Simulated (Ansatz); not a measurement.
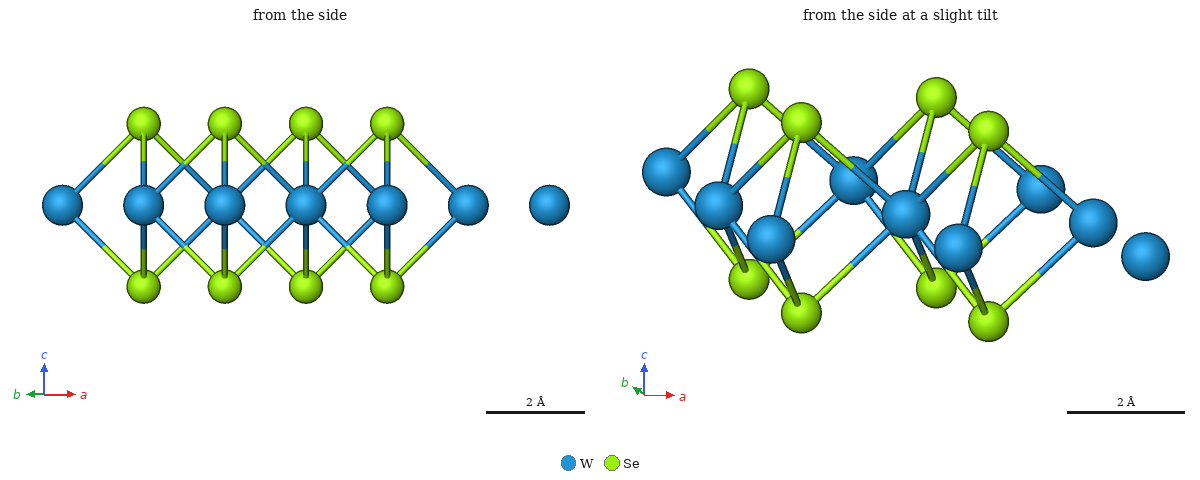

A ball-and-stick picture of a periodic sheet, seen from the side and from the side at a slight tilt. The surface normal points up in side views; the vacuum is left out. 2×2 cells are drawn in the plane, with atoms at the edges repeated.

The cell holds 1 W, 2 Se.

Q: Which species face the vacuum on either side?

A: The top face ends in Se, the bottom face in Se. The two faces are alike.

Q: What height do the atoms span?

A: About 3.3 Å from the lowest to the highest atom.

Q: Name the atomic layers in order from the top face down.

A: Three planes: Se / W / Se.

Q: How are the atoms coordinated and connected?

A: The neighbours of W are six Se in a distorted trigonal prismatic arrangement at about 2.5 to 2.7 Å. The Se atoms are each bonded to three W in a trigonal pyramidal arrangement at about 2.5 to 2.7 Å. Not all metal-metal contacts are counted. The bonds build WSe2 layers parallel to the surface.

The initial geometry was a structure listed in the Materials Project. The cell was then strained or its atoms displaced on purpose. Ansatz was used for an electronic-structure calculation on it.

At this level of theory the run's own cell isn't at rest (forces up to 3.4 eV/Å), so its distances can differ from those at equilibrium, the more so the softer the solid.
